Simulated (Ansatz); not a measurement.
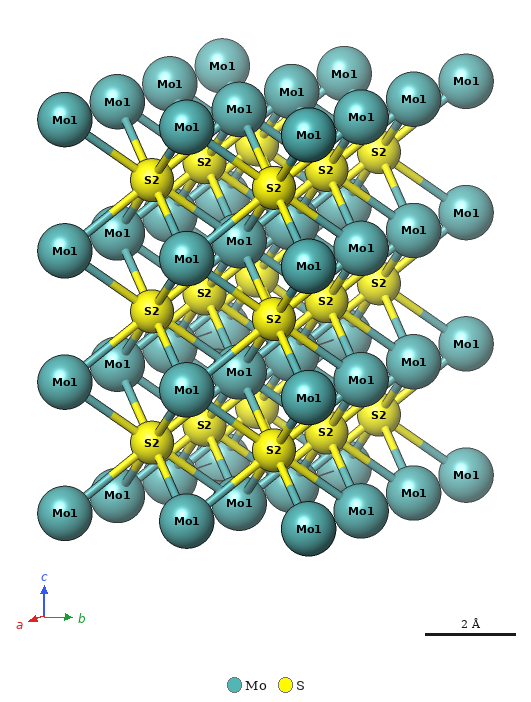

Figure 1. The structure as given in the input (ball-and-stick view of the cell of the calculation, repeated 3 × 2 × 3, seen slightly off an axis; atoms are numbered from 1 in the order of the input). An atom can appear more than once, as a periodic image.

# What a change does: single-point calculation on MoS

System: MoS (2 atoms in the cell).
Method of run A: DFT PBEsol+U, scalar-relativistic, plane waves, PAW, Ueff = 4 eV on Mo d, spin-polarised (Ansatz 0.2.0).

The structure was built on a prototype by a generator; it need not be a known phase. Text and figures count atoms from 1; the logs count them from 0 in places.

**Input, run A**
```yaml
crystal:
  lattice:
    - [2.9706444822, 0.0, 0.0]
    - [0.0, 2.9706444822, 0.0]
    - [0.0, 0.0, 2.9706444822]
  atoms:
    - { symbol: Mo, position: [0.0, 0.0, 0.0], spin: 3.5 }
    - { symbol: S, position: [0.5, 0.5, 0.5] }
basis:
  ecutwfc: 420
kpoints:
  mp_grid: { grid: [14, 14, 14] }
hamiltonian:
  xc: pbesol
  hubbard: { sites: [{ species: Mo, l: d, u_eff: 4.0 }] }
scf:
  occupations: { method: gaussian, width: 0.05 }
output:
  forces: true
  stress: true
  eigenvalues: true
  populations: true
magnetization:
  spin_polarized: true
```

Launched with:
```bash
ansatz run input.yaml --threads 1 --pin off --max-ram 2560MiB --backend cpu --events-out ev --progress --plain --runs-dir out
```

Hardware: 1 thread of Arm Neoverse V2, 24 GiB of memory available, shared host.

**Output, shortened to warnings, some set-up lines, iterations and results (run A)**
```
Basis set: ecut = 420 eV, 485 PW (Γ), exchange–correlation on 40×40×40 points (8 copies of the dense FFT grid, shifted against one another)
Symmetry: 48 space group operations
k-points: 120 of 2744
Initial density: superposition of atomic densities (chi_scale 0.1, normalization cell)
[...]
SCF iter   1: F=—  HF=-5777.507240 eV  |F-HF|=—  |Δ(HF+E_count)|=         —  Δρ=1.06e-1 (↑1.06e-1 ↓6.92e-2)  dr2=1.74e0  dr2_m=1.67e0  M=2.304 μB ∫|m|=2.452 μB  β_m=0.30  …
SCF iter   2: F=—  HF=-5777.641814 eV  |F-HF|=—  |Δ(HF+E_count)|=   1.35e-1  Δρ=7.56e-2 (↑7.56e-2 ↓5.32e-2)  dr2=7.13e-1  dr2_m=9.10e-1  M=2.162 μB ∫|m|=2.347 μB  β_m=0.30  …
SCF iter   3: F=—  HF=-5777.714860 eV  |F-HF|=—  |Δ(HF+E_count)|=   7.30e-2  Δρ=4.63e-2 (↑4.06e-2 ↓4.63e-2)  dr2=1.82e-2  dr2_m=4.46e-1  M=2.055 μB ∫|m|=2.312 μB  β_m=0.30  …
SCF iter   4: F=—  HF=-5777.882694 eV  |F-HF|=—  |Δ(HF+E_count)|=   1.68e-1  Δρ=3.50e-2 (↑3.50e-2 ↓3.39e-2)  dr2=9.30e-3  dr2_m=2.82e-1  M=1.949 μB ∫|m|=2.208 μB  β_m=0.30  …
SCF iter   5: F=—  HF=-5777.994398 eV  |F-HF|=—  |Δ(HF+E_count)|=   1.12e-1  Δρ=2.71e-2 (↑2.69e-2 ↓2.71e-2)  dr2=4.45e-4  dr2_m=1.75e-1  M=1.844 μB ∫|m|=2.124 μB  β_m=0.30  …
[... 24 lines ...]
SCF iter  11: F=—  HF=-5778.243487 eV  |F-HF|=—  |Δ(HF+E_count)|=   9.26e-4  Δρ=4.47e-4 (↑3.80e-4 ↓4.47e-4)  dr2=2.36e-5  dr2_m=3.63e-5  M=1.245 μB ∫|m|=1.493 μB  β_m=0.97  …
SCF iter  12: F=—  HF=-5778.243617 eV  |F-HF|=—  |Δ(HF+E_count)|=   1.30e-4  Δρ=1.13e-4 (↑9.17e-5 ↓1.13e-4)  dr2=8.78e-7  dr2_m=2.38e-6  M=1.229 μB ∫|m|=1.475 μB  β_m=0.99  …
SCF iter  13: F=-5778.243628 eV  HF=-5778.243627 eV  |F-HF|=1.23e-7  |Δ(HF+E_count)|=   1.06e-5  Δρ=2.01e-5 (↑2.01e-5 ↓1.85e-5)  dr2=2.92e-9  dr2_m=8.93e-8  M=1.223 μB …
SCF iter  14: F=-5778.243628 eV  HF=-5778.243628 eV  |F-HF|=3.67e-9  |Δ(HF+E_count)|=   4.11e-7  Δρ=2.97e-6 (↑1.82e-6 ↓2.97e-6)  dr2=1.00e-9  dr2_m=1.29e-9  M=1.222 μB …
SCF 2 converged in 14 iterations: F = -5778.243628 eV  dr2 = 1.00e-9
SCF converged after 18 iterations
Magnetization: 1.2217 μB (10.6109 up, 9.3891 down)
Absolute magnetization: 1.4673 μB (∫|ρ↑−ρ↓|, with the PAW one-centre terms)
Spin contamination: 0.0739 ħ² per cell (⟨S²⟩ above its minimum at these occupations)
Per-site moments (μB) at R_I (Å): [(1.0351627249841093, 1.0612196047188738), (-0.10488449157116357, 1.0612196047188738)]
Free energy (F): -5778.243628 eV
Harris-Foulkes:  -5778.243628 eV  (|F-HF|=3.55e-10)
Internal energy: -5778.241979 eV  (E = F + TS)
E sigma→0 (E₀):  -5778.242803 eV
Entropy (-TS):   -0.001649 eV (-0.825 meV/atom)
Fermi energy:    19.723088 eV
--- Per-component energies (eV) ---
  E_band       = -15.097192
  E_kinetic    = 557.790567
  E_local      = -891.796509  (includes V_loc(G=0)·N_el)
  E_nonlocal   = 175.243624
  E_hartree    = 308.969611
  E_xc         = -281.995212
  E_vxc        = -320.507548  (∫ρ·V_xc dr)
  E_hubbard    = 4.221023  (on-site DFT+U / exact-exchange correction)
  E_vhub       = -2.366927  (the Hubbard potential's part of the band-sum identity)
  E_paw        = -3729.039223  (= ΣΔE_a)
  E_vpaw       = -151.399428  (= ΣTr[D̂ρ^β])
  E_aug_tail   = 0.000050  (compensation charges beyond the density's cutoff)
  E_ewald      = -1921.907158
  E_core_change = 0.271249  (= ΣΔE_core)
  E_smearing   = -0.001649  (= −TS)
  E_closure    = -0.000000  (closes the sum)
  Σ components = -5778.243628   (vs F -5778.243628, Δ=0.00e0)
--- Forces (eV/Å), atoms counted from 1 ---
  atom   1  Mo    -0.00000000     0.00000000     0.00000000
  atom   2  S      0.00000000    -0.00000000    -0.00000000
  max |Σ_I F_I| component: 1.51e-30 eV/Å
--- Stress (GPa, compression-positive) ---
       12.162577       0.000000       0.000000
        0.000000      12.162577       0.000000
        0.000000       0.000000      12.162577
  P = ⅓ Tr σ = 12.1626 GPa (121.626 kbar)
Occupation matrices written to [file]
--- Löwdin populations: 2 sites ---
  site symbol       q [e]    m [muB]
     0     Mo     13.8914     1.3599
     1      S      5.9181    -0.1911
  spilling = 0.009529 (of n_electrons = 20.000000)
```

The input of run B differs as follows (lines with − go, lines with + come):
```diff
-    - { symbol: Mo, position: [0.0, 0.0, 0.0], spin: 3.5 }
+    - { symbol: Mo, position: [0.0, 0.0, 0.0] }
-  populations: true
-magnetization:
-  spin_polarized: true
```

Predict how the results change.

With the same functional and potentials, run B lies 19.8 meV per atom higher. The pressure goes from 12.16 to 1.06 GPa. On the same kind of shared host run B took about 0.018 times as long.

**Output, shortened to warnings, some set-up lines, iterations and results (run B)**
```
Basis set: ecut = 420 eV, 485 PW (Γ), exchange–correlation on 40×40×40 points (8 copies of the dense FFT grid, shifted against one another)
Symmetry: 48 space group operations
k-points: 120 of 2744
Initial density: superposition of atomic densities (chi_scale 0.1, normalization cell, long waves kept (reshape's long-wave potential 0.00 eV rms))
[...]
SCF iter   1: F=—  HF=-5778.363889 eV  |F-HF|=—  |Δ(HF+E_count)|=         —  Δρ=6.17e-2  dr2=1.15e0  ethr=3.10e-3  ⟨swp⟩=5.1  Hψ=9171  notcnv=0
SCF iter   2: F=—  HF=-5778.173882 eV  |F-HF|=—  |Δ(HF+E_count)|=   1.90e-1  Δρ=2.97e-2  dr2=1.75e-1  ethr=3.10e-3  ⟨swp⟩=2.5  Hψ=3484  notcnv=0  defer=21
SCF iter   3: F=—  HF=-5778.205702 eV  |F-HF|=—  |Δ(HF+E_count)|=   3.18e-2  Δρ=1.29e-2  dr2=5.76e-2  ethr=8.76e-4  ⟨swp⟩=2.0  Hψ=2815  notcnv=0  defer=26
SCF iter   4: F=—  HF=-5778.202761 eV  |F-HF|=—  |Δ(HF+E_count)|=   2.94e-3  Δρ=3.05e-3  dr2=1.43e-3  ethr=2.88e-4  ⟨swp⟩=2.1  Hψ=2963  notcnv=0  defer=26
SCF iter   5: F=—  HF=-5778.203991 eV  |F-HF|=—  |Δ(HF+E_count)|=   1.23e-3  Δρ=8.01e-4  dr2=1.43e-4  ethr=7.13e-6  ⟨swp⟩=2.2  Hψ=2763  notcnv=0  defer=26
SCF iter   6: F=—  HF=-5778.204046 eV  |F-HF|=—  |Δ(HF+E_count)|=   5.53e-5  Δρ=1.85e-4  dr2=9.06e-6  ethr=7.16e-7  ⟨swp⟩=2.4  Hψ=2280  notcnv=0  defer=26
SCF iter   7: F=—  HF=-5778.204046 eV  |F-HF|=—  |Δ(HF+E_count)|=   6.83e-7  Δρ=1.12e-5  dr2=4.46e-8  ethr=5.00e-10  ⟨swp⟩=4.4  Hψ=7743  notcnv=0
SCF iter   8: F=-5778.204046 eV  HF=-5778.204046 eV  |F-HF|=1.51e-10  |Δ(HF+E_count)|=   1.66e-9  Δρ=7.21e-7  dr2=1.93e-10  ethr=2.23e-10  ⟨swp⟩=2.1  Hψ=5571  notcnv=0
SCF 1 converged in 8 iterations: F = -5778.204046 eV  dr2 = 1.93e-10
SCF converged after 8 iterations
Free energy (F): -5778.204046 eV
Harris-Foulkes:  -5778.204046 eV  (|F-HF|=1.51e-10)
Internal energy: -5778.201946 eV  (E = F + TS)
E sigma→0 (E₀):  -5778.202996 eV
Entropy (-TS):   -0.002100 eV (-1.050 meV/atom)
Fermi energy:    19.523024 eV
--- Per-component energies (eV) ---
  E_band       = -15.885296
  E_kinetic    = 556.083324
  E_local      = -888.794880  (includes V_loc(G=0)·N_el)
  E_nonlocal   = 174.024487
  E_hartree    = 307.495090
  E_xc         = -281.533666
  E_vxc        = -319.942105  (∫ρ·V_xc dr)
  E_hubbard    = 4.740415  (on-site DFT+U / exact-exchange correction)
  E_vhub       = -1.396814  (the Hubbard potential's part of the band-sum identity)
  E_paw        = -3728.580856  (= ΣΔE_a)
  E_vpaw       = -150.849924  (= ΣTr[D̂ρ^β])
  E_aug_tail   = 0.000049  (compensation charges beyond the density's cutoff)
  E_ewald      = -1921.907158
  E_core_change = 0.271249  (= ΣΔE_core)
  E_smearing   = -0.002100  (= −TS)
  E_closure    = 0.000000  (closes the sum)
  Σ components = -5778.204046   (vs F -5778.204046, Δ=0.00e0)
--- Forces (eV/Å), atoms counted from 1 ---
  atom   1  Mo    -0.00000000     0.00000000    -0.00000000
  atom   2  S      0.00000000     0.00000000     0.00000000
  max |Σ_I F_I| component: 1.18e-30 eV/Å
--- Stress (GPa, compression-positive) ---
        1.055505       0.000000      -0.000000
       -0.000000       1.055505       0.000000
        0.000000       0.000000       1.055505
  P = ⅓ Tr σ = 1.0555 GPa (10.555 kbar)
Occupation matrices written to [file]
```

**The two runs side by side**

| quantity | run A | run B |
| --- | --- | --- |
| outcome | converged | converged |
| free energy per atom (eV) | −2889.1218 | −2889.1020 |
| energy per atom, smearing taken to zero (eV) | −2889.1214 | −2889.1015 |
| gap on the mesh (eV) | 0.00 | 0.00 |
| net moment of the cell (μB) | 1.22 | – |
| absolute moment of the cell (μB) | 1.47 | – |
| pressure (GPa) | 12.16 | 1.06 |
| largest force (eV/Å) | 0.000 | 0.000 |
| irreducible k-points | 120 | 120 |
| plane waves at Γ | 485 | 485 |
| SCF iterations | – | 8 |
| wall time (shared host) | 3.8 min | 4.2 s |

For run A: The electronic state found may not be the lowest one. The cell is under a pressure of 12.2 GPa at this level, so it is not at its equilibrium volume.
